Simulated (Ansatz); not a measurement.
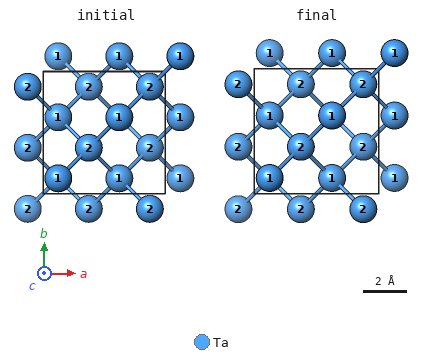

The structure of crystalline Ta (a generated structure, set up in Fd-3m) before (left) and after (right) a relaxation, at one scale.

The picture is a ball-and-stick view of the conventional cell (4 times the calculation's cell), seen along the c axis. Lengths and directions refer to the drawn axes.

Phase: diamond.

These are results of DFT, LDA (PW92), plane waves (420 eV) with PAW, scalar-relativistic (Ansatz 0.2.0), not measurements.

Input file:
```yaml
crystal:
  lattice:
    - [0.0, 2.8998653517, 2.8998653517]
    - [2.8998653517, 0.0, 2.8998653517]
    - [2.8998653517, 2.8998653517, 0.0]
  atoms:
    - { symbol: Ta, position: [0.125, 0.125, 0.125] }
    - { symbol: Ta, position: [0.875, 0.875, 0.875] }
hamiltonian:
  xc: lda
  pseudopotentials:
    kind: paw
    azcp:
      Ta: "pseudopotentials/Ta.paw.azcp"
basis:
  ecutwfc: 420
  fft_grid_basis: typed
kpoints:
  mp_grid: { grid: [9, 9, 9], shift: [0, 0, 0] }
magnetization:
  spin_polarized: false
scf:
  occupations: { method: fermi_dirac, width: 0.1 }
relax:
  max_steps: 60
  f_tol: 0.01
  cell: {}
```

Launched with:
```bash
ansatz run input.yaml --threads 2 --pin off --max-ram 5120MiB --backend cpu --events-out ev --progress --plain --runs-dir out
```

> What changed between the two?

Over 3 accepted moves (4 points after the start) the energy falls by 31.5 meV per atom. All forces vanish by symmetry, so only the cell relaxes. Pressure: 6.10 GPa at the start and 0.02 GPa at the end. At 1 point the geometry stayed and the basis and grid were re-selected for the new cell (energy shift of 0.4 meV per atom at most each time). No atom moves by more than 0.005 Å relative to the cell. The drawn cell changes as follows: a = b = c 5.800 → 5.934 Å (+2.3 %); the volume changes by +7.1 %. Some distances before and after: Ta1–Ta2 2.511 → 2.569 Å. The space group stays Fd-3m (No. 227). The program noted that a PAW file was made for another functional than the run's. The run took 2.7 s on 2 threads of Arm Neoverse V2, on a shared host, peak memory 0.32 GiB.
